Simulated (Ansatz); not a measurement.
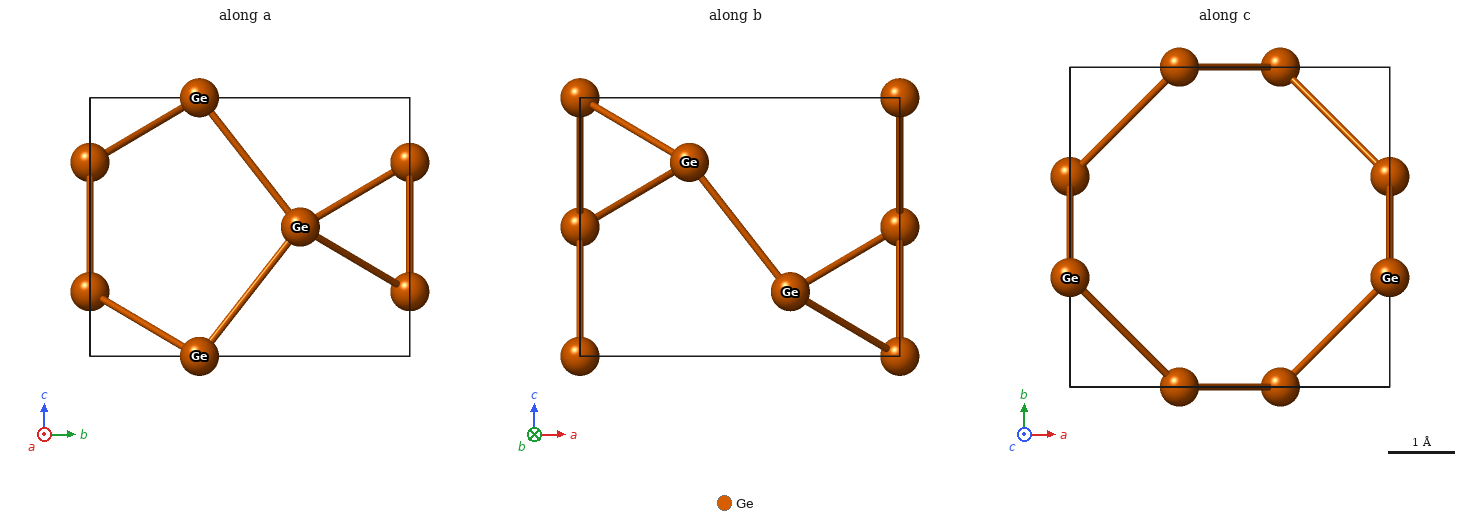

This ball-and-stick model is shown along the a axis, along the b axis and along the c axis. Atoms at the boundary of the conventional unit cell (the box) are drawn once for each face, edge or corner they touch.

Lattice parameters: a = 4.8913 Å, b = 4.8913 Å, c = 3.9538 Å, α = 90.000°, β = 90.000°, γ = 90.000°.

Put the structure into a CIF with its space group and independent sites, with free fractional coordinates to two decimals.

Answer.
```cif
data_structure
_symmetry_space_group_name_H-M 'P 41 2 2'
_symmetry_Int_Tables_number 91
_cell_length_a 4.8913
_cell_length_b 4.8913
_cell_length_c 3.9538
_cell_angle_alpha 90.000
_cell_angle_beta 90.000
_cell_angle_gamma 90.000
_cell_volume 94.59
loop_
_atom_site_label
_atom_site_type_symbol
_atom_site_symmetry_multiplicity
_atom_site_Wyckoff_symbol
_atom_site_fract_x
_atom_site_fract_y
_atom_site_fract_z
_atom_site_occupancy
Ge1 Ge 4 a 0.34 0.00 0.75 1
```

Starting structure: a structure type filled with this element by a generator (whether the element takes this form wasn't checked). The picture shows the end point of a geometry optimisation with DFT PBE, scalar-relativistic, plane waves, PAW (Ansatz).
